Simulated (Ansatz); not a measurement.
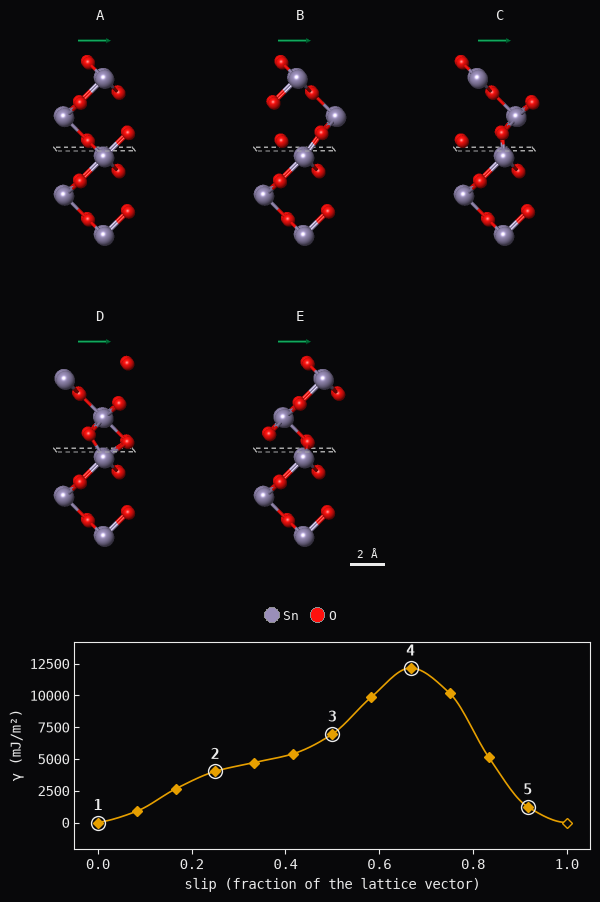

A crystal of SnO2 (P4_2/mnm): the crystal above a cut along the (0 1 0) plane of the conventional cell (between a plane of Sn below and one of O above, 0.92 Å apart) is slid rigidly by fractions of an in-plane lattice vector 4.76 Å long (a generalised stacking fault). One cut stands in each cell, which starts 9.5 Å high; nothing is relaxed, and the dashed outline marks the cut, the arrow on top the direction of slip. The frames are shuffled; the numbered points of the plot belong to them. Hollow markers are points alike by symmetry, not computed again. Style: ball-and-stick. Shown: the layers on both sides of the cut, from the side, nearly along the cut plane.

Computed with Ansatz 0.2.0, DFT r2SCAN, scalar-relativistic, plane waves, PAW. Set-up: plane-wave cutoff 500 eV; k-point mesh 8 × 6 × 3; occupations gaussian; smearing width 0.05 eV; no spin polarisation. Energies (free energies at the smearing named) are counted from the relaxed crystal.

Q: Which frame belongs to which numbered point?

A: Point 1 is frame A (the slip 0.00, 0 mJ/m²); 2 is frame E (the slip 0.25, 4023 mJ/m²); 3 is frame D (the slip 0.50, 6960 mJ/m²); 4 is frame C (the slip 0.667, 12158 mJ/m²); 5 is frame B (the slip 0.917, 1232 mJ/m²). The curve starts and ends at zero, since a full lattice vector restores the crystal. Its highest computed point is 12158 mJ/m² at slip 0.667, which the unstable stacking-fault energy of this rigid path equals or slightly exceeds. No local minimum shows among the points, so there is no metastable fault on this line. The path isn't symmetric about half-way. Relaxation across the fault would lower the values. The band gap on the mesh, 1.77 eV in the reference, closes at 0.417, 0.50, 0.583, 0.667, 0.75.
